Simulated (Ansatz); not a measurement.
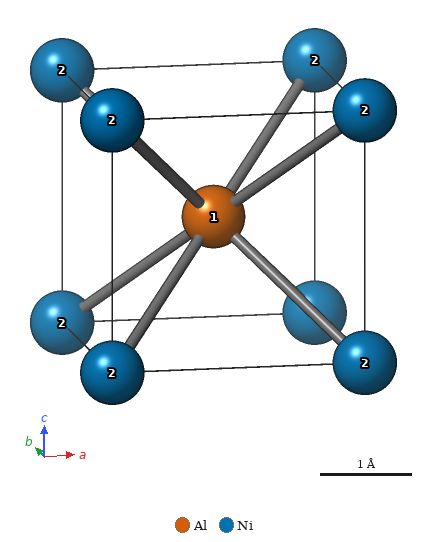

**Figure 1.** The structure (ball-and-stick view of the cell of the calculation, seen slightly off an axis; atoms are numbered from 1 in the order of the input). Near neighbours in the crystal (not all of them lie inside the picture): Al has 8 Ni at 2.48 Å; Ni has 8 Al at 2.48 Å.

Single-point calculation, with input and output: AlNi

AlNi (2 atoms in the cell), computed with DFT PBEsol, scalar-relativistic, plane waves, PAW, spin-polarised (Ansatz 0.2.0).

The structure derives from a Materials Project entry. Figures and captions count atoms from 1; the log counts them from 0 in places.

**What the program printed**
```
Engine: ansatz 0.2.0, aarch64-unknown-linux-gnu
Pseudopotentials: kind: paw
Pseudopotential: Al, paw, valence charge 3, recommended cutoff 420 eV (normal), Al.paw.azcp
Pseudopotential: Ni, paw, valence charge 18, recommended cutoff 420 eV (normal), Ni.paw.azcp
Functional definition: PBEsol
  exchange = pbesol_x
  correlation = pbesol_c
Crystal: 2 atoms, lattice volume = 23.387 Å³
Basis set: ecut = 420 eV, 461 PW (Γ), exchange–correlation on 40×40×40 points (8 copies of the dense FFT grid, shifted against one another)
Bands: 16, of which v1, the nominal top of the filled ones, is band 11 counted from 1 (10 counted from 0)
Symmetry: 48 space group operations
Space group: Pm-3m (ITA 221), of the structure as read, at distance tolerance 2.9e-5 Å
Magnetic group: BNS 221.92 (UNI 1594), of the structure as read, at distance tolerance 2.9e-5 Å
k-points: 20 of 216
Non-local potential: Al, projectors of the file, l = 0: 2, l = 1: 2, l = 2: 1
Non-local potential: Ni, projectors of the file, l = 0: 3, l = 1: 2, l = 2: 3, l = 3: 1
PAW form: soft (Blöchl's): semilocal exchange-correlation on the pseudo side does not see the compensation charge
PAW frozen core: Al, regenerated for the run's functional, and the local potential with it (the file was generated under x = pbe(κ = 0.804, μ = 0.2195149727645171), c = pbe(β = 0.06672455060314922))
PAW frozen core: Ni, regenerated for the run's functional, and the local potential with it (the file was generated under x = pbe(κ = 0.804, μ = 0.2195149727645171), c = pbe(β = 0.06672455060314922))
PAW one-centre angular grid: Al, 110 points (default); XC on 64 Gauss nodes
PAW one-centre angular grid: Ni, 590 points (default); XC on 64 Gauss nodes
Initial density: superposition of atomic densities (chi_scale 0.1, normalization cell)
Starting moments: Σ|m| = 2 μB on 1 of 2 sites
Initial wavefunctions: pseudopotential atomic-orbital guess
Functional: x = pbesol(κ = 0.804, μ = 0.12345679012345678), c = pbesol(β = 0.046)
SCF iter   1: F=—  HF=-6330.549925 eV  |F-HF|=—  |Δ(HF+E_count)|=         —  Δρ=1.77e-1 (↑1.04e-1 ↓1.77e-1)  dr2=1.49e0  dr2_m=4.16e0  M=0.442 μB ∫|m|=0.537 μB  β_m=0.30  ethr=3.10e-3  ⟨swp⟩=4.4  Hψ=2833  notcnv=0
preconditioner: auto → none  [metal: Δε(μ)=0.023 eV  Ē_g=11.593 eV  σ=0.100 eV  W_gap=0.13  n_scr=6 (ndim 8)  ℏωp=27.7 eV  f_vac=0.000  D(μ)=1.15/eV (n_scr^D=6)  sad-step TF]
SCF iter   2: F=—  HF=-6330.415569 eV  |F-HF|=—  |Δ(HF+E_count)|=   1.34e-1  Δρ=1.33e-1 (↑1.33e-1 ↓1.20e-1)  dr2=2.30e-1  dr2_m=3.39e0  M=0.573 μB ∫|m|=0.695 μB  β_m=0.30  ethr=3.10e-3  ⟨swp⟩=2.7  Hψ=1303  notcnv=0  defer=46
Mixer restart at iter 2: flushing history
spin-set hold released at iteration 2 (the charge has settled, or the pull on large starting moments outlasts its swing): the magnetisation degrees of freedom join the quasi-Newton model from the next iteration; the mixer history was flushed
SCF iter   3: F=—  HF=-6330.539804 eV  |F-HF|=—  |Δ(HF+E_count)|=   1.24e-1  Δρ=1.14e-1 (↑9.69e-2 ↓1.14e-1)  dr2=1.95e-1  dr2_m=2.37e0  M=0.409 μB ∫|m|=0.544 μB  β_m=0.53  ethr=1.09e-3  ⟨swp⟩=2.5  Hψ=967  notcnv=0  defer=47
SCF iter   4: F=—  HF=-6334.006115 eV  |F-HF|=—  |Δ(HF+E_count)|=    3.47e0  Δρ=2.07e-1 (↑2.02e-1 ↓2.07e-1)  dr2=2.66e1  dr2_m=8.84e-3  M=0.374 μB ∫|m|=0.433 μB  β_m=0.19  ethr=9.30e-4  ⟨swp⟩=3.9  Hψ=1738  notcnv=0  defer=47  recentre
SCF iter   5: F=—  HF=-6330.757808 eV  |F-HF|=—  |Δ(HF+E_count)|=    3.25e0  Δρ=5.17e-2 (↑5.17e-2 ↓4.11e-2)  dr2=1.85e-2  dr2_m=4.60e-1  M=0.262 μB ∫|m|=0.340 μB  β_m=0.38  ethr=9.30e-4  ⟨swp⟩=3.7  Hψ=1810  notcnv=0  defer=40
SCF iter   6: F=—  HF=-6330.830331 eV  |F-HF|=—  |Δ(HF+E_count)|=   7.25e-2  Δρ=1.22e-2 (↑1.22e-2 ↓9.85e-3)  dr2=2.68e-3  dr2_m=2.58e-2  M=0.096 μB ∫|m|=0.121 μB  β_m=0.69  ethr=8.80e-5  ⟨swp⟩=2.2  Hψ=1329  notcnv=0  defer=47
SCF iter   7: F=—  HF=-6330.837218 eV  |F-HF|=—  |Δ(HF+E_count)|=   6.89e-3  Δρ=2.59e-3 (↑1.82e-3 ↓2.59e-3)  dr2=3.19e-3  dr2_m=1.73e-4  M=0.025 μB ∫|m|=0.027 μB  β_m=0.85  ethr=1.28e-5  ⟨swp⟩=2.1  Hψ=1038  notcnv=0  defer=47
SCF iter   8: F=—  HF=-6330.836980 eV  |F-HF|=—  |Δ(HF+E_count)|=   2.38e-4  Δρ=1.14e-3 (↑3.89e-4 ↓1.14e-3)  dr2=9.51e-5  dr2_m=1.19e-4  M=0.018 μB ∫|m|=0.019 μB  β_m=0.91  ethr=1.28e-5  ⟨swp⟩=1.2  Hψ=672  notcnv=0  defer=47
SCF iter   9: F=—  HF=-6330.837043 eV  |F-HF|=—  |Δ(HF+E_count)|=   6.29e-5  Δρ=2.98e-4 (↑2.98e-4 ↓2.97e-4)  dr2=1.34e-7  dr2_m=1.90e-5  M=0.008 μB ∫|m|=0.008 μB  β_m=0.96  ethr=4.53e-7  ⟨swp⟩=2.0  Hψ=806  notcnv=0  defer=47
SCF iter  10: F=—  HF=-6330.837065 eV  |F-HF|=—  |Δ(HF+E_count)|=   2.21e-5  Δρ=3.74e-5 (↑3.74e-5 ↓2.86e-5)  dr2=8.00e-8  dr2_m=1.81e-7  M=-0.000 μB ∫|m|=0.000 μB  β_m=0.89  ethr=6.40e-10  ⟨swp⟩=3.0  Hψ=1170  notcnv=0  defer=47
SCF iter  11: F=—  HF=-6330.837065 eV  |F-HF|=—  |Δ(HF+E_count)|=   9.78e-9  Δρ=3.97e-5 (↑4.97e-6 ↓3.97e-5)  dr2=2.21e-7  dr2_m=1.03e-7  M=-0.000 μB ∫|m|=0.000 μB  β_m=0.95  ethr=3.81e-10  ⟨swp⟩=8.7  Hψ=2911  notcnv=0
iter 12 did not close the SCF: its close was put off for a magnetic moment that had not settled (scf_convergence_deferred on its scf_iter line)
SCF iter  12: F=-6330.837065 eV  HF=-6330.837065 eV  |F-HF|=3.84e-10  |Δ(HF+E_count)|=   9.22e-9  Δρ=4.21e-6 (↑4.21e-6 ↓2.05e-6)  dr2=8.09e-10  dr2_m=2.08e-9  M=-0.000 μB ∫|m|=0.000 μB  β_m=0.89  ethr=3.81e-10  ⟨swp⟩=2.3  Hψ=1920  notcnv=0
iter 13 did not close the SCF: its close was put off for a magnetic moment that had not settled (scf_convergence_deferred on its scf_iter line)
SCF iter  13: F=-6330.837065 eV  HF=-6330.837065 eV  |F-HF|=7.28e-12  |Δ(HF+E_count)|=  8.59e-10  Δρ=7.22e-7 (↑7.22e-7 ↓5.28e-7)  dr2=7.09e-12  dr2_m=8.35e-11  M=-0.000 μB ∫|m|=0.000 μB  β_m=0.95  ethr=3.85e-12  ⟨swp⟩=1.2  Hψ=1559  notcnv=0
SCF iter  14: F=-6330.837065 eV  HF=-6330.837065 eV  |F-HF|=2.73e-12  |Δ(HF+E_count)|=  3.55e-11  Δρ=3.30e-8 (↑1.49e-8 ↓3.30e-8)  dr2=7.98e-14  dr2_m=1.18e-13  M=-0.000 μB ∫|m|=0.000 μB  ethr=1.00e-12  ⟨swp⟩=1.1  Hψ=1414  notcnv=0
WARN: the starting moments were not kept: the SCF closed with an absolute magnetisation of 4.1e-7 μB, where they sum to 2 μB in size (1 site). That is at most 0.1 of that sum. Measured as dr2_m measures the in/out step, that magnetisation stands 3.9e-13 eV from none, at or under the dr2_threshold of 1.0e-7 eV: it is no larger than a step whose dr2_m would equal this threshold. The system may hold no moment; this SCF shows only that its start led to no more than that. To try another start: raise the starting moments (crystal.atoms[].spin, magnetization.per_species, magnetization.initial_magnetization, or on a non-collinear deck that types none of these the spinor_matrix: blocks that start its atoms; where the total moment is fixed, keep their sum and leave initial_magnetization as it is; typed ones take the place of any that the run laid by itself, positive ones on a crystal's lanthanoids without a Hubbard term where scf.initial_density.shell_occupations: [] is typed) or, if the notice of its spin-set hold's release reads "site moments contracting" or "site moments show no strong build", lengthen the hold (scf.mixing.spin_hold: { on: { confirm: 4 } }; for m-r²SCAN on two components see the key's manual first). Each may lead to a state that holds a moment. A second SCF, from the converged charge density, with the starting moments and any scf.initial_density.shell_occupations laid on it anew, would have followed, and was not run: the deck does not ask for one (magnetization.retry_lost_moments is false, the default). To let it run, set magnetization.retry_lost_moments: true and run the deck again, where that key's refused combinations let it; where memory then withholds it, that run's warning says so.
SCF 1 converged in 14 iterations: F = -6330.837065 eV  dr2 = 7.98e-14
  greatest PAW one-centre occupation: 1.001 electrons in one spin orbital (limit 2), on the Ni atom at site 1 (counted from 0), in its partial waves of l = 1
```

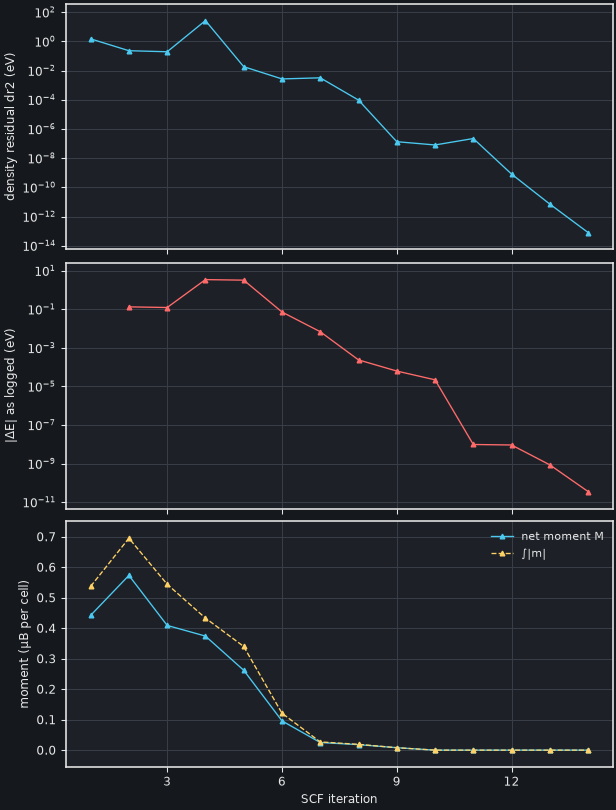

**Figure 2.** Convergence of the self-consistent field: density residual dr2, size of the energy change and magnetic moment against the SCF iteration. The residual falls unevenly and jumps up by a factor of two or more 2 times on the way down. The net moment goes from 0.4 to 0.0 μB per cell, and ∫|m| falls to zero.

```
SCF converged after 14 iterations
Magnetization: -0.0000 μB (10.5000 up, 10.5000 down)
Absolute magnetization: 0.0000 μB (∫|ρ↑−ρ↓|, with the PAW one-centre terms)
Spin contamination: 0.0000 ħ² per cell (⟨S²⟩ above its minimum at these occupations)
Per-site moments (μB) at R_I (Å): [(-1.7394185319371777e-8, 1.021590332659532), (-3.750191195348215e-7, 1.021590332659532)]
Free energy (F): -6330.837065 eV
Harris-Foulkes:  -6330.837065 eV  (|F-HF|=2.73e-12)
Internal energy: -6330.830013 eV  (E = F + TS)
E sigma→0 (E₀):  -6330.833539 eV
Entropy (-TS):   -0.007052 eV (-3.526 meV/atom)
Fermi energy:    14.288773 eV
--- Per-component energies (eV) ---
  E_band       = -331.094281
  E_kinetic    = 312.187773
  E_local      = -4414.715795  (includes V_loc(G=0)·N_el)
  E_nonlocal   = 648.589308
  E_hartree    = 1898.320479
  E_xc         = -125.966459
  E_vxc        = -141.217122  (∫ρ·V_xc dr)
  E_paw        = -2052.659072  (= ΣΔE_a)
  E_vpaw       = -532.579807  (= ΣTr[D̂ρ^β])
  E_aug_tail   = 0.000380  (compensation charges beyond the density's cutoff)
  E_ewald      = -2596.803055
  E_core_change = 0.216428  (= ΣΔE_core)
  E_smearing   = -0.007052  (= −TS)
  E_closure    = -0.000000  (closes the sum)
  Σ components = -6330.837065   (vs F -6330.837065, Δ=0.00e0)
--- Forces (eV/Å), atoms counted from 1 ---
  atom   1  Al     0.00000000    -0.00000000     0.00000000
  atom   2  Ni    -0.00000000     0.00000000    -0.00000000
  max |Σ_I F_I| component: 1.59e-30 eV/Å
--- Stress (GPa, compression-positive) ---
        0.741186       0.000000       0.000000
        0.000000       0.741186       0.000000
        0.000000       0.000000       0.741186
  P = ⅓ Tr σ = 0.7412 GPa (7.412 kbar)
--- Band table (eV; the first three rows and the last of 40) ---
  k-point 0 ↑: bands = ["-88.8374", "-49.3848", "-49.3848", "-49.3848", "2.9157", "10.8672", "10.8672", "12.6386", "12.6386", "12.6386", "19.8015", "19.8015", "19.8015", "22.4200", "22.4200", "28.3236"]
  k-point 1 ↑: bands = ["-88.8370", "-49.3912", "-49.3843", "-49.3843", "3.4329", "10.7820", "10.9846", "12.4323", "12.4323", "12.6617", "16.6747", "20.4647", "20.4647", "22.4378", "24.9705", "30.2083"]
  k-point 2 ↑: bands = ["-88.8362", "-49.4039", "-49.3833", "-49.3833", "4.9389", "9.7334", "11.2316", "12.0699", "12.0699", "12.7083", "14.0809", "22.2089", "22.2089", "22.4815", "26.9810", "28.0665"]
  k-point 19 ↓: bands = ["-88.8326", "-49.4057", "-49.4057", "-49.4057", "10.0067", "10.0067", "10.0067", "13.2162", "13.2162", "16.1613", "16.1613", "16.1613", "18.1460", "18.8085", "18.8085", "18.8085"]
--- Löwdin populations: 2 sites ---
  site symbol       q [e]    m [muB]
     0     Al      3.2957    -0.0000
     1     Ni     17.5215    -0.0000
  spilling = 0.008707 (of n_electrons = 21.000000)
```

**File populations.tsv**
```
# site	symbol	l	j	q_up	q_dn
# orbitals = lowdin
# n_electrons = 21.000000
# spilling = 0.008707
0	Al	0_3S	-	0.445827	0.445827
0	Al	1_3P	-	1.202022	1.202022
1	Ni	0_3S	-	0.990146	0.990146
1	Ni	0_4S	-	0.263002	0.263002
1	Ni	1_3P	-	2.996231	2.996231
1	Ni	2_3D	-	4.511350	4.511351
```

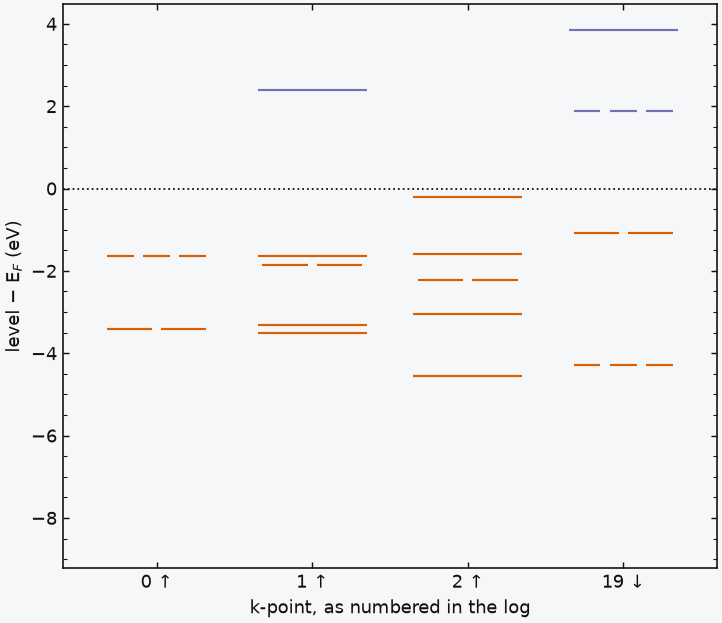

**Figure 3.** Kohn–Sham levels near the Fermi level (dotted) at the few k-points that the log prints; levels within 0.02 eV of each other stand side by side. The system is metallic on the full mesh.

The run was set up as follows.

**The input**
```yaml
crystal:
  lattice:
    - [2.85971129, 0.0, 0.0]
    - [0.0, 2.85971129, 0.0]
    - [0.0, 0.0, 2.85971129]
  atoms:
    - { symbol: Al, position: [0.5, 0.5, 0.5] }
    - { symbol: Ni, position: [0.0, 0.0, 0.0], spin: 2.0 }
basis:
  ecutwfc: 420
kpoints:
  mp_grid: { grid: [6, 6, 6] }
hamiltonian:
  xc: pbesol
scf:
  occupations: { method: gaussian, width: 0.1 }
  lower_state_search: "off"
output:
  forces: true
  stress: true
  eigenvalues: true
  populations: true
magnetization:
  spin_polarized: true
```

Run as:
```bash
ansatz run input.yaml --threads 1 --pin off --max-ram 2560MiB --backend cpu --events-out ev --progress --plain --runs-dir out
```

**Results in brief**

| quantity | value |
| --- | --- |
| outcome | converged |
| space group (tolerance 0.01 Å) | Pm-3m (221) |
| electrons treated | 21 |
| free energy | −6330.8371 eV |
| Fermi energy | 14.289 eV |
| gap on the k-point mesh | none (metallic) |
| net moment of the cell | 0.00 μB |
| integrated absolute moment | 0.00 μB |
| pressure | 0.74 GPa |
| largest force (length of the vector) | under 0.001 eV/Å |
| hardware | 1 thread of Arm Neoverse V2, 240 GiB of memory available, shared host |
| wall time | 2 s |
| peak memory | 0.32 GiB |

The program warns: some starting moments were not kept.
